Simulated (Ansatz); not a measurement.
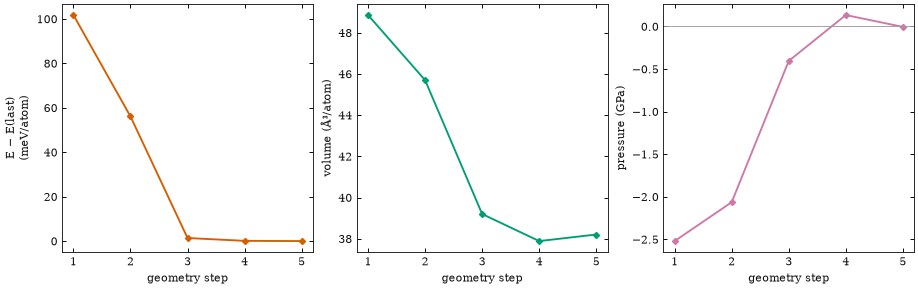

History of a geometry optimisation. Atoms and cell relax. A closing SCF on a freshly chosen basis isn't drawn.

```
crystal:
  lattice:
    - [-2.303, 2.303, 2.303]
    - [2.303, -2.303, 2.303]
    - [2.303, 2.303, -2.303]
  atoms:
    - { symbol: Eu, position: [0.0, 0.0, 0.0], spin: 7.0 }
magnetization:
  spin_polarized: true
kpoints:
  mp_grid: { grid: [10, 10, 10] }
scf:
  occupations: { method: fermi_dirac, width: 0.05 }
hamiltonian:
  xc: pbesol
  pseudopotentials: { kind: paw, source: ansatz }
output:
  forces: true
  stress: true
  efg: { contact_densities: true }
  write_density: true
  write_potential: true
  elf: true
  volumetric_format: npy
relax:
  f_tol: 0.005
  max_steps: 80
  cell: {}
```

Command:
```bash
ansatz run input.yaml --threads 1 --pin off --max-ram 3072MiB --backend cpu --events-out ev --progress --plain --runs-dir out
```

How did it end, and what did it gain?

Answer. The optimisation met its thresholds at geometry 5, counting the start as the first. The energy fell by about 100 meV/atom from the first step to the last. All forces vanish by symmetry, so only the cell moves.

What happens to the cell?

Answer. The volume shrinks from 48.9 to 38.2 Å³ per atom (−22 %), as the pressure goes from −2.5 GPa to about 0 GPa. The start was expanded.
